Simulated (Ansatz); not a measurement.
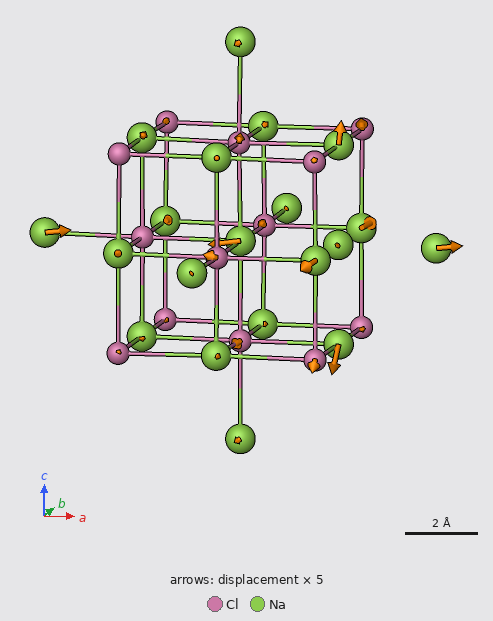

This is a relaxation of a defect cell of composition Cl₃₁Na₃₃ (cell charge −1). The starting structure is drawn; orange arrows show the displacements, magnified 5 times.

A ball-and-stick model of the atoms within 5.8 Å of the atom that moves most (axes of the cell of the calculation (origin shifted)), seen slightly off an axis.

Level of theory: Ansatz 0.2.0, DFT, PBEsol, PAW, plane waves. Set-up: plane-wave cutoff 420 eV; k-point mesh 1 × 1 × 1; mesh shifted by (0.25, 0.25, 0.25); collinear spin; atoms relaxed in a fixed cell; force threshold 0.03 eV/Å; at most 80 steps.

**Which element moves most?**

Sodium: up to 0.19 Å, against 0.10 Å for chlorine.

**Describe the change and its energy.**

A Na atom moves most: 0.19 Å roughly along −a. Largest moves by element: Na 0.19 Å, Cl 0.10 Å. The cell doesn't change. Some distances before and after: Cl–Na 2.809 → 2.631 Å, Na–Na 2.787 → 2.961 Å, Na–Na 2.810 → 2.975 Å, Cl–Na 2.763 → 2.859 Å. Among the angles between lasting bonds that change: Na–Cl–Na 89.9° → 95.5°, Na–Cl–Na 90.7° → 96.2°, Na–Cl–Na 89.7° → 94.8°. Over 2 geometry steps the energy falls by 0.373 eV per cell of the calculation. Largest force component: 0.55 eV/Å at the start, 0.027 eV/Å at the end.

Limits of the set-up: the cell is charged, on a uniform background, and energies carry no finite-size correction.
